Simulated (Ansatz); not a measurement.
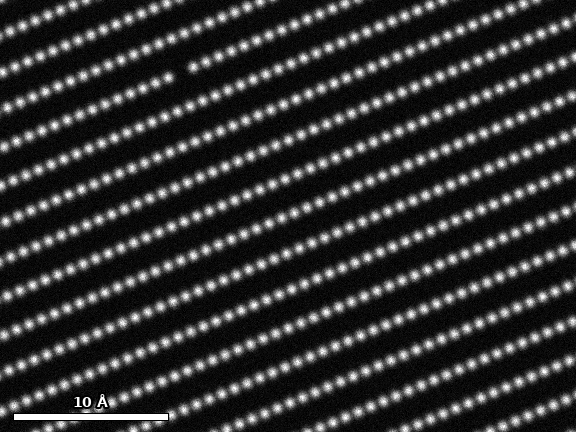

Z-contrast image of Si (P6_3/mmc, No. 194) along [310]. Simulation: incoherent imaging, intensity Z^1.6 per atom, probe width 0.50 Å, thin sample. The display is stretched by a gamma of 0.8; percentages refer to the linear signal. Shot noise was added.

The sample is 1 repeat (7.2 Å) thick. One point defect was put into the perfect crystal, without relaxing the atoms around it. Brightness is counted from the darkest point of the image. Host structure: the geometry relaxed with DFT, revPBE, plane waves (420 eV) with PAW, scalar-relativistic in Ansatz; the starting structure was generated, so it need not be a known form of this composition.

Where is the defect (in Å from the left and the top edge), and what does its contrast suggest?

At about 12 Å from the left and 5 Å from the top. The column has all but vanished there, which points to a vacancy or a much lighter atom. The column holds 1 atom (Si) through the sample, and one Si atom is missing, so its peak vanishes.
